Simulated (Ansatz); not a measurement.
## Phonon calculation of AlP

System: AlP (F-43m, 2 atoms in the cell).
Method: DFT r2SCAN+D3(BJ), scalar-relativistic, plane waves, PAW, no spin polarisation (Ansatz 0.2.0).

It belongs to a series of runs on one base structure; here: zone-centre phonons and field response at this volume.

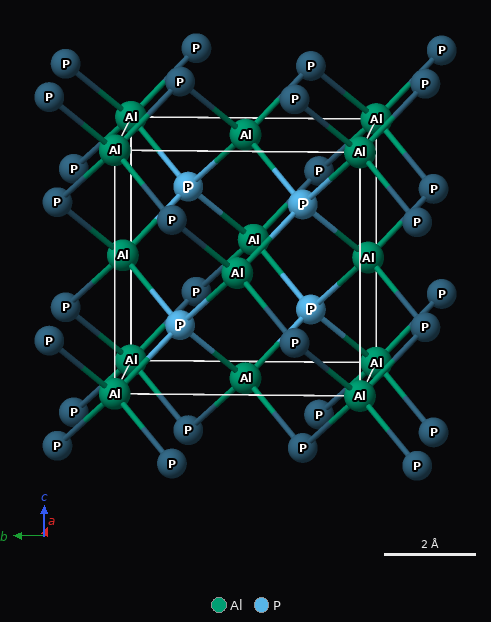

*The input geometry (ball-and-stick view of the cell 4 times as large as that of the calculation, set on its symmetry axes, seen at an oblique angle; neighbours outside the cell are drawn fainter).*

Near neighbours in the crystal (not all of them lie inside the picture): Al has 4 P at 2.36 Å; P has 4 Al at 2.36 Å.

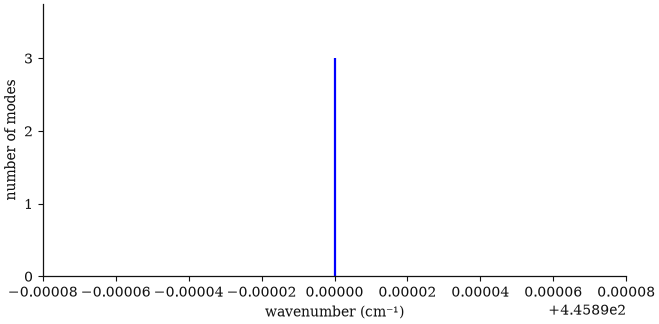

*Optical phonons at the zone centre (no LO–TO term); neighbouring modes closer than 3 cm⁻¹ are counted in one stick.*

3 modes from 446 to 446 cm⁻¹, none imaginary.

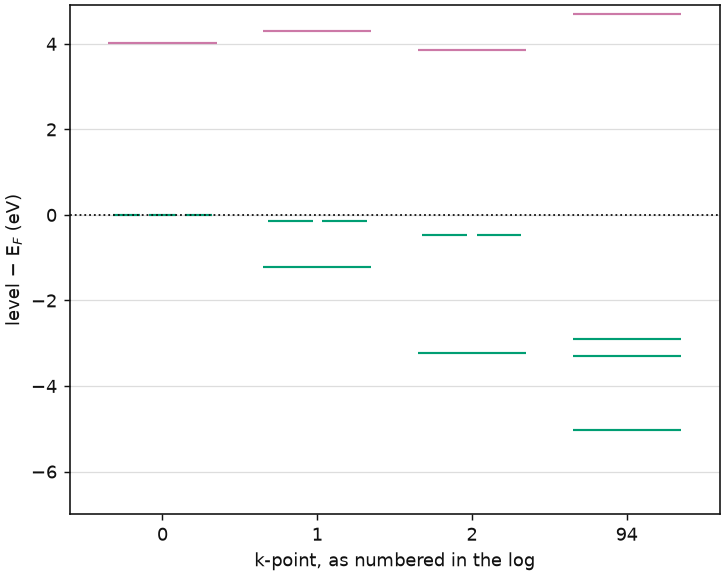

*Kohn–Sham levels near the Fermi level (dotted) at the few k-points that the log prints; levels within 0.02 eV of each other stand side by side.*

Among these points the highest filled and lowest empty levels are 3.85 eV apart; the gap on the full mesh, 1.91 eV, has an edge at a point that isn't printed.

The input and output of the run follow.

Input
```yaml
crystal:
  lattice:
    - [0.0, 2.7285, 2.7285]
    - [2.7285, 0.0, 2.7285]
    - [2.7285, 2.7285, 0.0]
  atoms:
    - { symbol: Al, position: [0.0, 0.0, 0.0] }
    - { symbol: P, position: [0.25, 0.25, 0.25] }
basis:
  ecutwfc: 500
kpoints:
  mp_grid: { grid: [8, 8, 8] }
hamiltonian:
  xc: r2scan
  dispersion: d3bj
scf:
  occupations: { method: fixed }
output:
  eigenvalues: true
phonons:
  method: dfpt
  dielectric: true
  rigid_motions: translations
  eigenvectors: true
```

Launched with:
```bash
ansatz run input.yaml --threads 1 --pin off --max-ram 2560MiB --backend cpu --events-out ev --progress --plain --runs-dir out
```

The program's output
```
Warning: the engine holds no damping parameters fitted to this dispersion correction and functional, so the run takes those fitted to r2scan beside the three-body term, which d3bj leaves out (hamiltonian.dispersion, under Limitations)
Engine: ansatz 0.2.0, aarch64-unknown-linux-gnu
Pseudopotentials: kind: paw
Pseudopotential: Al, paw, valence charge 3, recommended cutoff 500 eV (meta_gga), Al.paw.azcp
Pseudopotential: P, paw, valence charge 5, recommended cutoff 500 eV (meta_gga), P.paw.azcp
Functional definition: r2SCAN
  parameter k0 = 0.174
  parameter k1 = 0.065
  parameter a1 = 4.9479
  exchange = r2scan_x(k0 = k0, k1 = k1, a1 = a1)
  correlation = r2scan_c
Crystal: 2 atoms, lattice volume = 40.626 Å³
Basis set: ecut = 500 eV, 965 PW (Γ), exchange–correlation on 150×150×150 points (125 copies of the dense FFT grid, shifted against one another)
Bands: 8, of which v1, the nominal top of the filled ones, is band 4 counted from 1 (3 counted from 0)
Symmetry: 24 space group operations
k-points: 95 of 512 (irreducible under 4 space group operations, time reversal used)
Non-local potential: Al, projectors of the file, l = 0: 2, l = 1: 2, l = 2: 1
Non-local potential: P, projectors of the file, l = 0: 2, l = 1: 2, l = 2: 2
PAW form: soft (Blöchl's): semilocal exchange-correlation on the pseudo side does not see the compensation charge
PAW frozen core: Al, regenerated for the run's functional (the file was generated under x = pbe(κ = 0.804, μ = 0.2195149727645171), c = pbe(β = 0.06672455060314922))
PAW frozen core: P, regenerated for the run's functional (the file was generated under x = pbe(κ = 0.804, μ = 0.2195149727645171), c = pbe(β = 0.06672455060314922))
PAW one-centre angular grid: Al, 302 points (default); XC on 160 Gauss nodes
PAW one-centre angular grid: P, 302 points (default); XC on 160 Gauss nodes
Initial density: superposition of atomic densities (neutral atoms: chi_scale 0, normalization atom), corrected by the library's trained network
Initial wavefunctions: pseudopotential atomic-orbital guess
Functional: x = r2scan, c = r2scan; τ floored in thin density (d = 2e-4 eV/Å³)
SCF iter   1: F=—  HF=-1301.324989 eV  |F-HF|=—  |Δ(HF+E_count)|=         —  Δρ=2.86e-3  dr2=2.93e-3  dr2_τ=1.34e-2  ethr=1.77e-3  ⟨swp⟩=5.3  Hψ=5621  notcnv=0  defer=170
preconditioner: auto → none  [insulator: Δε(μ)=1.850 eV  Ē_g=10.650 eV  n_scr=8 (ndim 8)  ℏωp=16.5 eV  f_vac=0.000  ε∞_Penn≈3.4]
SCF iter   2: F=—  HF=-1301.356183 eV  |F-HF|=—  |Δ(HF+E_count)|=   3.12e-2  Δρ=1.94e-3  dr2=1.28e-3  dr2_τ=1.84e-5  ethr=3.66e-5  ⟨swp⟩=3.1  Hψ=2277  notcnv=0  defer=182
SCF iter   3: F=—  HF=-1301.356310 eV  |F-HF|=—  |Δ(HF+E_count)|=   1.27e-4  Δρ=8.24e-4  dr2=5.02e-4  dr2_τ=6.97e-6  ethr=1.60e-5  ⟨swp⟩=2.7  Hψ=1400  notcnv=0  defer=184
SCF iter   4: F=—  HF=-1301.356207 eV  |F-HF|=—  |Δ(HF+E_count)|=   1.03e-4  Δρ=1.74e-4  dr2=1.94e-5  dr2_τ=2.20e-7  ethr=6.28e-6  ⟨swp⟩=2.6  Hψ=1296  notcnv=0  defer=180
SCF iter   5: F=—  HF=-1301.356210 eV  |F-HF|=—  |Δ(HF+E_count)|=   3.27e-6  Δρ=3.95e-5  dr2=5.57e-7  dr2_τ=1.18e-8  ethr=2.42e-7  ⟨swp⟩=2.0  Hψ=1135  notcnv=0  defer=158
SCF iter   6: F=—  HF=-1301.356210 eV  |F-HF|=—  |Δ(HF+E_count)|=   4.06e-7  Δρ=2.86e-6  dr2=2.63e-9  dr2_τ=8.70e-11  ethr=6.97e-9  ⟨swp⟩=2.7  Hψ=1221  notcnv=0  defer=138
SCF iter   7: F=—  HF=-1301.356210 eV  |F-HF|=—  |Δ(HF+E_count)|=   2.41e-9  Δρ=4.79e-7  dr2=1.12e-10  dr2_τ=2.99e-12  ethr=3.28e-11  ⟨swp⟩=2.0  Hψ=1148  notcnv=0  defer=139
SCF iter   8: F=-1301.356210 eV  HF=-1301.356210 eV  |F-HF|=0.00e0  |Δ(HF+E_count)|=  3.23e-11  Δρ=6.08e-8  dr2=9.46e-13  dr2_τ=6.34e-14  ethr=1.25e-12  ⟨swp⟩=9.8  Hψ=5832  notcnv=0
SCF 1 converged in 8 iterations: F = -1301.356210 eV  dr2 = 9.46e-13
  greatest PAW one-centre occupation: 0.777 electrons in one spin orbital (limit 2), on the P atom at site 1 (counted from 0), in its partial waves of l = 0
DFPT response loops at Γ: preconditioner auto → none (the input reference at scf.mixing.eps_inf says where Resta's filter doesn't serve); β = 0.50; Broyden in place of MSR1
── the response to a field inside a basis, on 8×8×8 k-points: an SCF that follows is theirs, and a resumed run solves both again ──
Bands: 5, of which v1, the nominal top of the filled ones, is band 4 counted from 1 (3 counted from 0)
k-points: 60 of 512 (irreducible under 6 space group operations, time reversal used)
Initial density: handed on by an earlier stage of this run
Initial wavefunctions: pseudopotential atomic-orbital guess (no wavefunctions were taken with the density)
Eigensolver: Dense (60 Hₖ)
SCF iter   1: F=—  HF=-1301.355538 eV  |F-HF|=—  |Δ(HF+E_count)|=         —  Δρ=4.91e-5  dr2=6.83e-7  dr2_τ=1.15e-7  ethr=1.00e-1
preconditioner: auto → none  [insulator: Δε(μ)=2.110 eV  Ē_g=8.405 eV  n_scr=8 (ndim 8)  ℏωp=16.5 eV  f_vac=0.000  ε∞_Penn≈4.8]
SCF iter   2: F=-1301.355539 eV  HF=-1301.355539 eV  |F-HF|=2.21e-7  |Δ(HF+E_count)|=   7.15e-7  Δρ=2.40e-5  dr2=8.22e-8  dr2_τ=5.51e-8  ethr=8.54e-9
SCF 1 converged in 2 iterations: F = -1301.355539 eV  dr2 = 8.22e-8
DFPT response loops at Γ: mixed as the last ones told, above
SCF converged after 8 iterations
Free energy (F): -1301.356210 eV
Harris-Foulkes:  -1301.356210 eV  (|F-HF|=0.00e0)
Internal energy: -1301.356210 eV  (E = F + TS)
E sigma→0 (E₀):  -1301.356210 eV
Fermi energy:    4.901147 eV
--- Per-component energies (eV) ---
  E_band       = 2.384170
  E_kinetic    = 94.317962
  E_local      = -81.471911  (includes V_loc(G=0)·N_el)
  E_nonlocal   = 43.425789
  E_hartree    = 25.153167
  E_xc         = -95.811106
  E_vxc        = -96.877269  (∫ρ·V_xc dr)
  E_paw        = -1049.114895  (= ΣΔE_a)
  E_vpaw       = -11.397170  (= ΣTr[D̂ρ^β])
  E_aug_tail   = -0.000000  (compensation charges beyond the density's cutoff)
  E_vtau       = 4.080434  (kinetic-family band-sum trace: ∫τ·v_τ [+ j·A + Jᵃ·Aᵃ] dr)
  E_ewald      = -237.412591
  E_disp       = -0.291676  (pairwise vdW)
  E_core_change = -0.150950  (= ΣΔE_core)
  E_smearing   = -0.000000  (= −TS)
  E_closure    = 0.000000  (closes the sum)
  Σ components = -1301.356210   (vs F -1301.356210, Δ=0.00e0)
--- Band table (eV; the first three rows and the last of 95) ---
  k-point 0: bands = ["-7.1032", "4.9011", "4.9011", "4.9011", "8.9178", "9.8658", "9.8658", "9.8658"]
  k-point 1: bands = ["-6.9230", "3.6854", "4.7481", "4.7481", "9.1993", "10.1632", "10.1632", "10.5358"]
  k-point 2: bands = ["-6.4164", "1.6700", "4.4419", "4.4419", "8.7550", "10.4757", "10.4757", "12.5165"]
  k-point 94: bands = ["-4.6127", "-0.1199", "1.6143", "2.0106", "9.6044", "11.3963", "11.4934", "11.8634"]
--- Phonons (Γ-DFPT): 2 representative perturbations + reference, on 95 of 512 k-points (Σ response iterations 10) ---
  k mesh reduced under 4 symmetry operations, with k and −k counted as one. Each operation leaves every solved perturbation unchanged. A smaller set is not considered because the functional reads the kinetic-energy density
  ASR residual: 3.826e-4 → 0.000e0 eV/Å²; symmetrization residual: 1.161e-6 eV/Å²
  pairwise dispersion correction: d3bj (s6 = 1.0, s8 = 0.78981345, a1 = 0.49484001, a2_bohr = 5.73083694), with the weights of each atom's references fixed at the reference crystal's, and the forces and stress that the weights' published response gives there kept as a pressure on the atom's counted neighbours (hamiltonian.dispersion)
  ASR residual per site (eV/Å²): 3.83e-4 2.77e-5
  Γ frequencies (cm⁻¹): 0.00 0.00 0.00 445.89 445.89 445.89
  ε∞ (high-frequency dielectric tensor):
        7.313843    -0.000000    -0.000000
       -0.000000     7.313843     0.000000
       -0.000000     0.000000     7.313843
  ε⁰ (static dielectric tensor: ions relaxed, cell fixed):
        9.432426    -0.000000    -0.000000
       -0.000000     9.432426    -0.000000
       -0.000000    -0.000000     9.432426
  ε⁰ − ε∞ (ionic part):
        2.118583     0.000000     0.000000
        0.000000     2.118583    -0.000000
        0.000000    -0.000000     2.118583
  softest optical mode at Γ: 445.89 cm⁻¹; the repairs (sum rule, projections) moved no ω² at Γ by more than (1.98 cm⁻¹)²
  Born effective charges Z* (e; rows j = field, columns β = displacement):
    site 0:
         2.23937   -0.00000    0.00000
         0.00000    2.23937    0.00000
         0.00000    0.00000    2.23937
    site 1:
        -2.23937    0.00000   -0.00000
        -0.00000   -2.23937   -0.00000
        -0.00000   -0.00000   -2.23937
  Z* charge neutrality: 8.260e-4 e pre-enforcement
  solved inside a basis spanned on kpoints, on 8×8×8 k-points, its susceptibility summed on 12×12×12: ε∞ is read to err by 1.9e-2, Z* by 7.9e-3 e (field_mesh: kpoints solves on kpoints); Z* is corrected for what the basis lacks
  optical modes at Γ without the LO–TO term, one row a degenerate level:
      ω (cm⁻¹)  modes    IR ((D/Å)²/amu)
        445.89      3            24.0695
  optical modes at Γ + LO–TO along q̂ = [1.0000, 0.0000, 0.0000]:
      ω (cm⁻¹)  modes    IR ((D/Å)²/amu)
        445.89      2            16.0463
        506.37      1             8.0232
  optical modes at Γ + LO–TO along q̂ = [0.0000, 1.0000, 0.0000]:
      ω (cm⁻¹)  modes    IR ((D/Å)²/amu)
        445.89      2            16.0463
        506.37      1             8.0232
  optical modes at Γ + LO–TO along q̂ = [0.0000, 0.0000, 1.0000]:
      ω (cm⁻¹)  modes    IR ((D/Å)²/amu)
        445.89      2            16.0463
        506.37      1             8.0232
```

File optical_modes.tsv
```
# format = ansatz-optical-modes/1
# cell_volume_ang3 = 4.0625794748249994e1
# eps_inf = 7.313842726482826e0 -1.0177044392397268e-16 -2.3129646346357426e-17 -1.0177044392397268e-16 7.313842726482823e0 8.326672684688674e-17 -2.3129646346357426e-17 8.326672684688674e-17 7.313842726482823e0
# One row of degenerate optical modes each, rigid motions of the cell and of its bodies left out; wavenumber_inv_cm is that of the modes' mean omega^2, negative where that is. nan stands for what is not given.
# A row whose q is 0 0 0 is without the LO-TO term; the others hold that term of the approach to the zone centre along q, a Cartesian unit vector.
# oscillator_strength: the sum of Re conj(p) p^T over the row's modes, p that of Z* e/sqrt(mass) over the atoms, about the cell's centre of mass, e the mode's unit eigenvector; ir_intensity: its trace, 23.0708 in its unit to 1 in that of the other. The rows at q 0 0 0 hold the undamped dielectric function at nu cm^-1, of a cell of V A^3: eps_inf + (4.92064e7/V) sum oscillator_strength/(nu_row |nu_row| - nu^2). That is of the vibrations: a cell of net charge Q e and mass M amu holds -(4.92064e7/V) Q^2/(M nu^2) besides, of its free fall, and where the turns of a body are left out the sum lacks their strength.
# q_x	q_y	q_z	wavenumber_inv_cm	degeneracy	ir_intensity[(D/angstrom)^2/amu]	oscillator_strength_xx[e^2/amu]	oscillator_strength_xy[e^2/amu]	oscillator_strength_xz[e^2/amu]	oscillator_strength_yy[e^2/amu]	oscillator_strength_yz[e^2/amu]	oscillator_strength_zz[e^2/amu]
0e0	0e0	0e0	4.458908799263426e2	3	2.406945031692578e1	3.477624799333772e-1	5.3887562788756625e-19	1.3476713831368784e-18	3.477624799333773e-1	-2.949029909160572e-17	3.4776247993337744e-1
1e0	0e0	0e0	4.4589087992634256e2	2	1.6046300211283846e1	3.450045337966389e-36	-8.978045042006343e-19	6.274897567696467e-19	3.47762479933377e-1	8.326672684688674e-17	3.477624799333774e-1
1e0	0e0	0e0	5.0636943004850644e2	1	8.023150105641925e0	3.477624799333772e-1	1.4366801320882015e-18	7.201816263672316e-19	5.935228556951841e-36	2.975222152473112e-36	1.4914247651337014e-36
0e0	1e0	0e0	4.458908799263426e2	2	1.6046300211283857e1	3.477624799333772e-1	1.4366801320882015e-18	1.3476713831368786e-18	5.935228556951841e-36	2.077663858228065e-31	3.477624799333775e-1
0e0	1e0	0e0	5.063694300485064e2	1	8.023150105641925e0	2.3178260286082857e-36	-8.978045042006353e-19	-1.9473554306254749e-35	3.477624799333772e-1	7.543035824586429e-18	1.6360991404792838e-34
0e0	0e0	1e0	4.458908799263426e2	2	1.604630021128385e1	3.477624799333772e-1	5.3887562788756625e-19	7.201816263672318e-19	3.477624799333772e-1	-7.039413292320913e-17	1.4250682283306733e-32
0e0	0e0	1e0	5.0636943004850644e2	1	8.023150105641932e0	1.1322193093581052e-36	1.4062694477632612e-34	6.274897567696469e-19	1.7466525640103726e-32	7.793716874779578e-17	3.477624799333775e-1
```

Summary

| quantity | value |
| --- | --- |
| outcome | converged |
| space group (tolerance 0.01 Å) | F-43m (216) |
| electrons treated | 8 |
| free energy | −1301.3562 eV |
| Fermi energy | 4.901 eV |
| gap on the k-point mesh | 1.91 eV |
| ε∞ (xx, yy, zz) | 7.31, 7.31, 7.31 |
| Born charges (mean of the diagonal) | Al1 (2.24 e); P2 (−2.24 e) |
| hardware | 1 thread of Arm Neoverse N1, 54 GiB of memory available, shared host |
| wall time | 2.5 min |
| peak memory | 1.2 GiB |

Remarks

Notes on the run: the dispersion correction has no parameters fitted for this combination and takes those fitted for r2SCAN with other terms.
